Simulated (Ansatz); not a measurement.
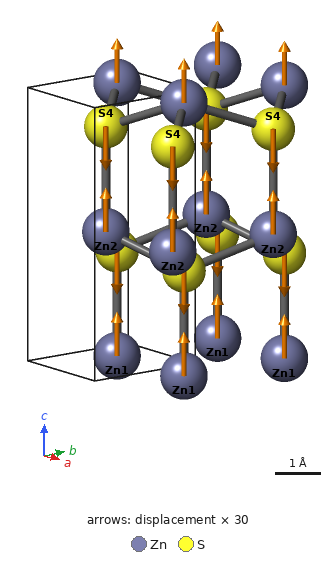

This is a relaxation of crystalline ZnS (set up in P6_3mc). The starting structure is drawn; orange arrows show the displacements (the part carried along by the change of the cell is left out), 30 times their true length.

A ball-and-stick model of the cell of the calculation, repeated 2 × 2 × 1 with one cell outlined, seen slightly off an axis.

The calculation used DFT PBEsol, scalar-relativistic, plane waves, PAW (Ansatz). (plane-wave cutoff 420 eV; k-point mesh 12 × 12 × 6; occupations gaussian; smearing width 0.02 eV; no spin polarisation; cell and atoms relaxed; force threshold 0.005 eV/Å; at most 80 steps)

What did the optimiser do to the structure, and how much energy did it gain?

After 3 accepted moves (4 points after the start) the energy has fallen by 6.9 meV per atom. The largest force component goes from 0.31 to 0.00022 eV/Å. Pressure: −1.29 GPa at the start and 0.01 GPa at the end. At 1 point the geometry stayed and the basis and grid were re-selected for the new cell (energy shift of 0.1 meV per atom at most each time). The largest moves relative to the cell, 0.034 Å, are those of Zn and S atoms. By element the largest moves are Zn 0.034 Å, S 0.034 Å. The volume changes by −1.9 %, with a = b 3.811 → 3.782 Å (−0.8 %), c 6.234 → 6.209 Å (−0.4 %). Near-neighbour distances that change, for instance: S–Zn 2.400 → 2.323 Å, S–Zn 2.314 → 2.319 Å. The space group stays P6_3mc (No. 186).
